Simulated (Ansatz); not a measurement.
```
CELL_PARAMETERS angstrom
12.27743 0.00000 0.00727
0.00000 3.04732 0.00000
-1.38044 0.00000 5.64415
ATOMIC_POSITIONS crystal
Ga 0.34127 0.00000 0.68542
Ga 0.84127 0.50000 0.68542
Ga 0.15873 0.50000 0.31458
Ga 0.65873 0.00000 0.31458
Ga 0.40948 0.50000 0.20461
Ga 0.90948 0.00000 0.20461
Ga 0.09052 0.00000 0.79539
Ga 0.59052 0.50000 0.79539
O 0.00377 0.50000 0.74407
O 0.50377 0.00000 0.74407
O 0.49623 0.00000 0.25593
O 0.99623 0.50000 0.25593
O 0.32678 0.50000 0.43723
O 0.82678 0.00000 0.43723
O 0.17322 0.00000 0.56277
O 0.67322 0.50000 0.56277
O 0.16527 0.00000 0.10959
O 0.66527 0.50000 0.10959
O 0.33473 0.50000 0.89041
O 0.83473 0.00000 0.89041
```

Space group C2/m; a structure from a database of computed crystals, not necessarily the ambient phase.

Theory: DFT PBEsol, scalar-relativistic, plane waves, PAW in Ansatz.

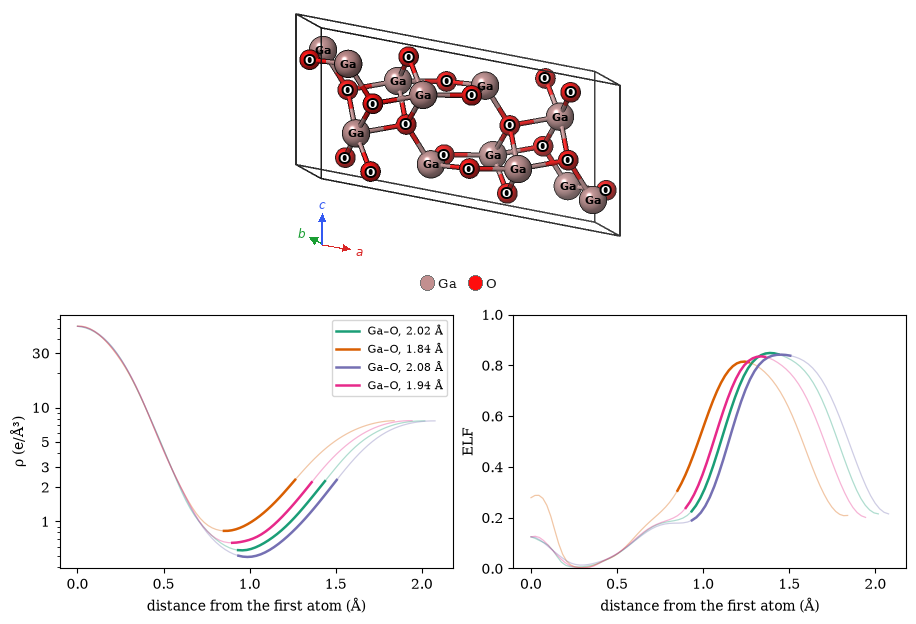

Ga2O3. Valence charge density (pseudo) and electron localisation function along straight lines between neighbouring atoms. Thin, pale parts lie inside the atomic spheres. The structure is drawn too.

The density is the valence pseudo-density of a PAW calculation; it isn't the true density close to the nuclei.

Compare the contacts.

Answer. Ga–O (2.02 Å): ρ is about 0.57 e/Å³ halfway; the ELF peaks at about 0.85 in the valence shell of O, 0.6 Å from its nucleus, and is about 0.30 at the midpoint.
Ga–O (1.84 Å): the density is about 0.85 e/Å³ at the midpoint; the ELF peaks at about 0.80 in the valence shell of O, 0.6 Å from its nucleus, and is about 0.40 at the midpoint.
Ga–O (2.08 Å): ρ at the midpoint is about 0.5 e/Å³; the ELF peaks at about 0.85 in the valence shell of O, 0.6 Å from its nucleus, and is about 0.30 at the midpoint: no localised pair shows between them.
Ga–O (1.94 Å): the density is about 0.67 e/Å³ at the midpoint; the ELF peaks at about 0.85 in the valence shell of O, 0.6 Å from its nucleus, and is about 0.35 at the midpoint.
